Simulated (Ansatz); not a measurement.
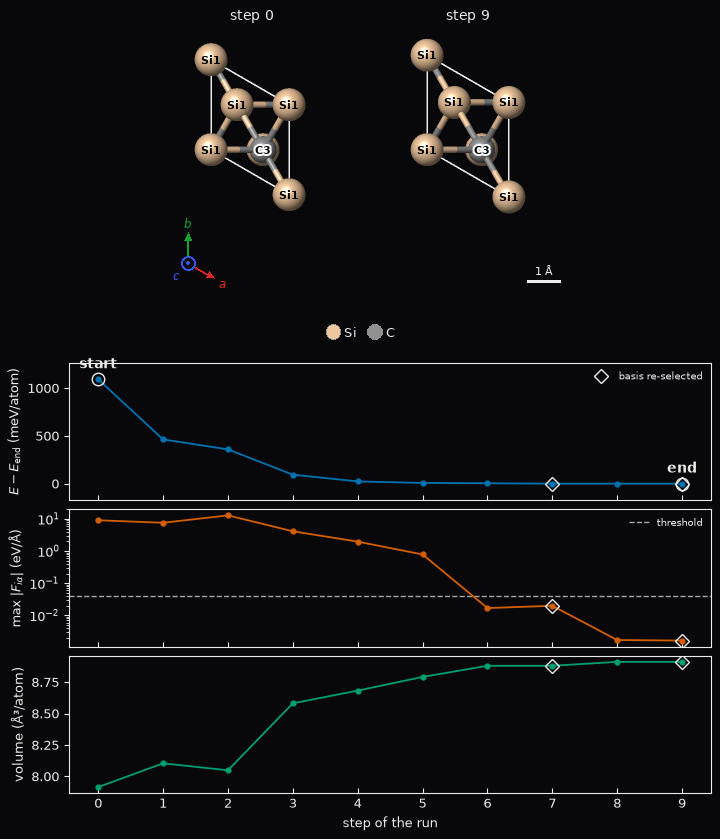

First and last geometry of a relaxation of a crystal of SiC$_{2}$ (a generated structure, set up in R-3m) (coarse preliminary run), with the history of the run. Style: ball-and-stick. Shown: the conventional cell (3 times the calculation's cell), along the c axis. Lengths and directions refer to the drawn axes.

Method: DFT PBE, scalar-relativistic, plane waves, PAW (Ansatz 0.2.0). Settings: plane-wave cutoff 420 eV; k-point mesh 6 × 6 × 6; occupations gaussian; smearing width 0.1 eV; no spin polarisation; cell and atoms relaxed; force threshold 0.04 eV/Å; at most 70 steps.

Q: Read the history and describe the run.

A: It converged. The largest moves relative to the cell, 0.24 Å, are those of C atoms. Si stays in place. Cell: a = b 2.776 → 2.912 Å (+4.9 %), c 10.677 → 10.921 Å (+2.3 %). Volume +12.6 %. Among the contacts that change: C–C 1.792 → 1.350 Å, C–Si 1.830 → 2.034 Å. New bonds form: C–C (1.79 → 1.35 Å). Bond angles that change, for instance: Si–C–Si 98.7° → 91.4°, C–Si–C 81.3° → 88.6°, C–Si–C 98.7° → 91.4°. The space group stays R-3m (No. 166). Over 7 accepted moves (9 points after the start) the energy falls by 1092 meV per atom. The largest force component goes from 9.1 to 0.0016 eV/Å. The pressure goes from 54.34 to 0.07 GPa. At 2 points the geometry stayed and the basis and grid were re-selected for the new cell (energy shift of 4.5 meV per atom at most each time). Cost: 10 s on 1 thread of Intel(R) Xeon(R) Processor @ 2.70GHz, on a shared host, peak memory 0.32 GiB.
